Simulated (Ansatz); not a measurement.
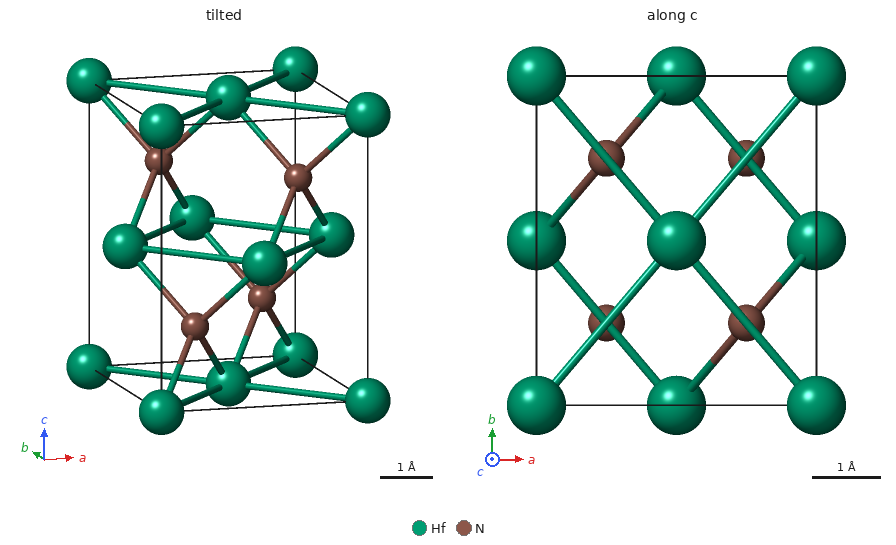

Structure drawing (ball-and-stick), viewed slightly off an axis and along the c axis. One conventional unit cell is framed, with atoms on its boundary repeated. Cell: a = 4.158 Å, b = 4.892 Å, c = 5.625 Å, α = 90.00°, β = 90.00°, γ = 90.00°.

Explain the picture.

Composition: HfN. The atoms follow space group F222 (No. 22); the Bravais lattice is face-centred orthorhombic. Cell content 4 Hf, 4 N; Z = 4. Counting contacts within bonding distance, the coordination numbers are Hf 8 and N 4. Not all metal-metal contacts are counted.

The initial geometry was a structure listed in the Materials Project. The cell was then strained or its atoms displaced on purpose. Ansatz was used for an electronic-structure calculation on it.
